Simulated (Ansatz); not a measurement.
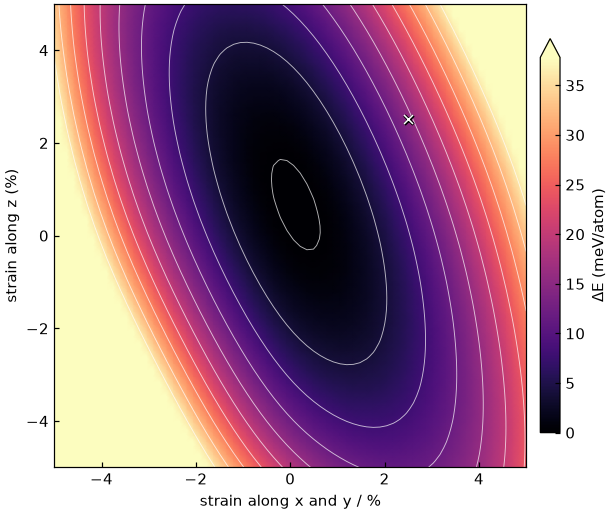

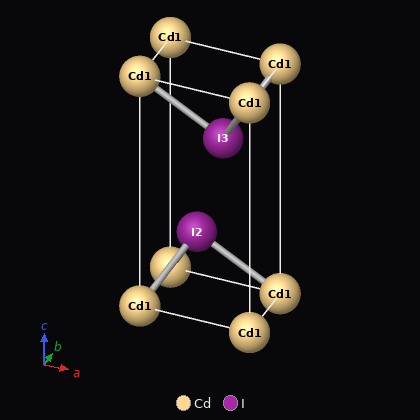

Energy landscape of CdI2 (P-3m1, No. 164; 3 atoms in the cell). The cell is strained homogeneously, by one strain along x and y and another along z, with fractional coordinates fixed (x along [1 0 0], z along [0 0 1] of the conventional cell). Coordinates scanned: (1) strain along x and y; (2) strain along z. The grid has 5 × 5 points. At 1 point there is no value. Energies are in meV/atom, from the lowest grid point. The reference cell is the one listed in the database, not relaxed at this level. These are results of DFT PBE+D3(BJ), scalar-relativistic, plane waves, PAW (Ansatz), not measurements. Settings: cutoff 420 eV, k-mesh 9×9×4 in the order of the run's cell vectors, gaussian smearing 0.05 eV, no spin polarisation.

Drawn: a smooth colour map with a few white contour lines, crosses at grid points without a value, one colour for all values above the top of the scale. Between grid points the surface is interpolated. The second picture is the structure at the lowest point

**Where are the wells?**

The lowest grid point is at strain along x and y = 0.0 %, strain along z = 0.0 %. No other kind of well shows on this grid. The highest grid point, strain along x and y = −5.0 %, strain along z = −5.0 %, lies 115 meV/atom above the lowest. Round the minimum the valley is strongly tilted: raising strain along x and y shifts the best value of strain along z downwards (coupling k₁₂/√(k₁₁k₂₂) about 0.6). The gap on the k-mesh is 2.4 eV at the lowest point and runs from 1.9 to 2.5 eV over the map.

The values on the grid:

```tsv
strain along z ↓, strain along x and y →	−5.0	−2.5	0.0	2.5	5.0
5.0	34	9	9	28	63
2.5	41	8	1	–	46
0.0	56	14	0	8	33
−2.5	81	29	6	6	26
−5.0	115	52	19	11	24
```
